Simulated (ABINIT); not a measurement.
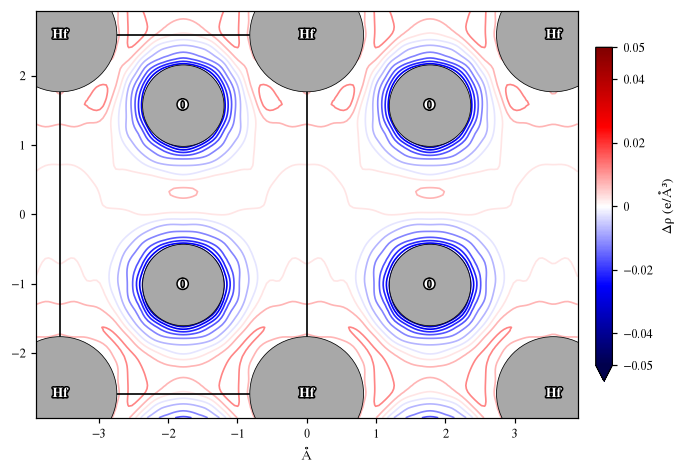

HfO$_{2}$. Difference of the valence pseudo-densities of two functionals at the same geometry, on the (010) plane of the calculation cell: PBEsol less r2SCAN.

Both computed with ABINIT (plane waves, PAW), on the same k-point mesh. Grey discs cover the atomic cores.

```
CELL_PARAMETERS angstrom
3.55802 0.00000 0.00000
0.00000 3.55802 0.00000
0.00000 0.00000 5.17186
ATOMIC_POSITIONS crystal
Hf 0.00000 0.00000 0.00000
Hf 0.50000 0.50000 0.50000
O 0.00000 0.50000 0.19721
O 0.50000 0.00000 0.30279
O 0.50000 0.00000 0.80279
O 0.00000 0.50000 0.69721
```

What does the difference map show?

Answer. Against r2SCAN, PBEsol gives more density around Hf (+0.010 e/Å³ on average at 1.2 Å from the nucleus), less density around O (−0.014 e/Å³ on average at 0.7 Å from the nucleus) and a change of +0.006 e/Å³ at the midpoint of Hf–O and +0.012 e/Å³ at the midpoint of Hf–O.
